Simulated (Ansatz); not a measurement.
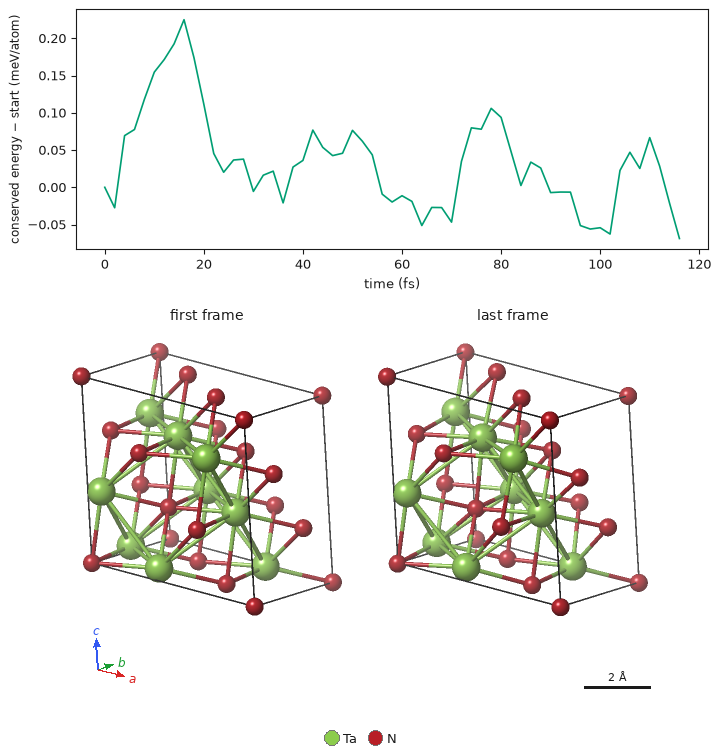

A Born-Oppenheimer molecular dynamics run of an 18-atom cell of TaN (set up in P-6m2), 116 fs long. Style: ball-and-stick. Shown: the simulation cell, slightly off an axis. Bonds to atoms that aren't drawn are left out.

Theory: DFT PBE, scalar-relativistic, plane waves, PAW in Ansatz 0.2.0. Run with plane-wave cutoff 420 eV; k-point mesh 2 × 2 × 2; Fermi-Dirac smearing 0.05 eV; volume 1.01 times that of the relaxed crystal; Langevin thermostat and barostat (NPT); set temperature 450 K; time step 2 fs; friction 0.02 per fs; target pressure 0 GPa.

Question: How well is the energy conserved, and can the run be trusted?

Answer: The conserved quantity stays between −0.069 and 0.22 meV per atom of its start. A straight-line fit has a slope that amounts to −0.11 meV per atom over 116 fs (0.2 % of the mean kinetic energy), and the ripple about it is 0.7 % of the kinetic energy's fluctuation. With a drift under 2 % and a ripple under 7 %, the integration is accurate. Over the second half the temperature averages 382 K (spread ±49 K). The potential energy in the second half lies on average 54.3 meV per atom above the first frame. The mean pressure there is −4.0 GPa. The volume ends +0.3 % from the start.

The run took 3.5 min on 4 threads of Arm Neoverse N1, on a shared host, peak memory 0.7 GiB.
